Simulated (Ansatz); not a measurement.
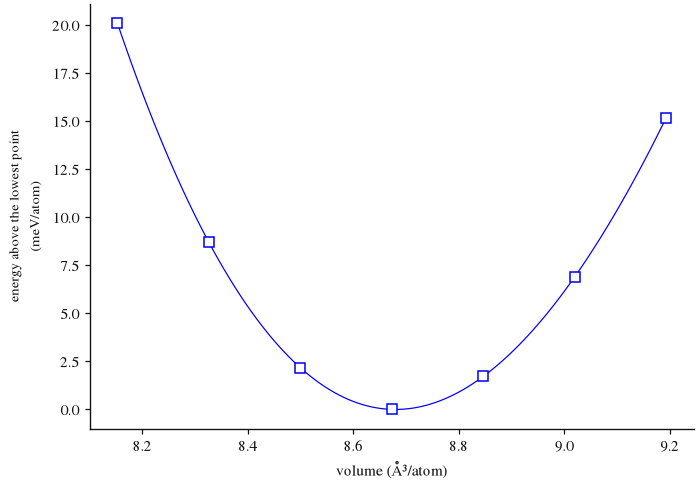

The figure shows the energy above the lowest point against volume for Ni₂O₅, space group Pn-3m (No. 224) (one of a set of cubic test structures, which need not be the stable phase).

Computed with Ansatz 0.2.0 development build: equation of state of a cubic crystal from periodic Kohn-Sham density functional theory without spin, third-order Birch-Murnaghan fit to the free energies; pressure corrected for the finite basis. Level: PBE.

- structure type: cubic X2O5
- atoms in cell: 14
- space group number: 224
- lattice centring: simple cubic
- k mesh: 22×22×22
- occupation method: Fermi–Dirac
- occupation width: 0.06123 eV
- wave cutoff: 420 eV
- datasets: soft-1 PAW
- density tolerance: 1.2e−07 eV
- bands: 80
- density cutoff ratio: 4
- search for lower states: default

From this curve and the settings, what does the calculation give for the pressure at the same points?

The pressure falls from 13.0 GPa at volume 8.1526 Å³/atom to −9.0 GPa at 9.1934 Å³/atom, and changes sign near 8.68 Å³/atom.

```tsv
volume (Å³/atom)	pressure (GPa)
8.1526	13.0
8.3261	8.2
8.4996	3.9
8.6730	0.1
8.8465	-3.2
9.0199	-6.3
9.1934	-9.0
```

Limits of the calculation: cubic model structure, not the ambient form; no spin polarisation, a magnetic state may lie lower.
